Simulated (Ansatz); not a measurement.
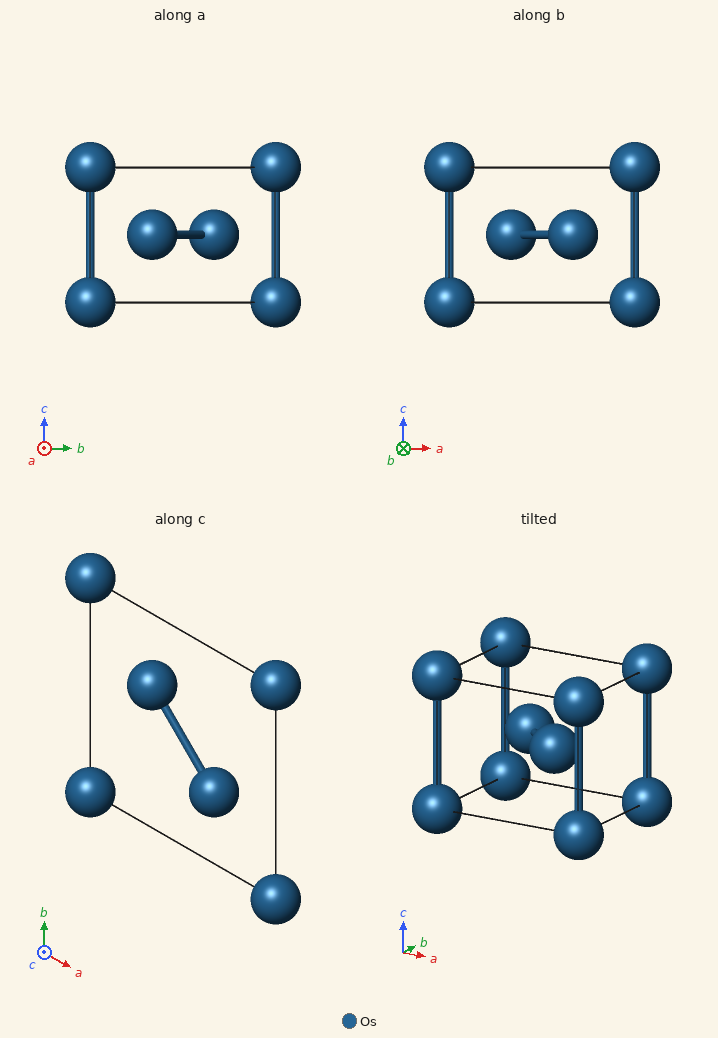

A ball-and-stick rendering, viewed along the a axis, along the b axis, along the c axis and slightly off an axis. One conventional unit cell is framed, with atoms on its boundary repeated.

Lattice parameters: a = 4.293 Å, b = 4.293 Å, c = 2.707 Å, α = 90.00°, β = 90.00°, γ = 120.00°.

> Convert the drawing into a table of Wyckoff sites.

Space group P6/mmm (No. 191).
```json
{"atom": "Os", "site": "1a", "x": "0.0000", "y": "0.0000", "z": "0.0000"}
{"atom": "Os", "site": "2d", "x": "0.3333", "y": "0.6667", "z": "0.5000"}
```

The model was built from a textbook structure type filled with this element (whether it is the usual form wasn't checked). The structure drawn was relaxed with Ansatz 0.2.0, DFT r2SCAN, scalar-relativistic, plane waves, PAW.
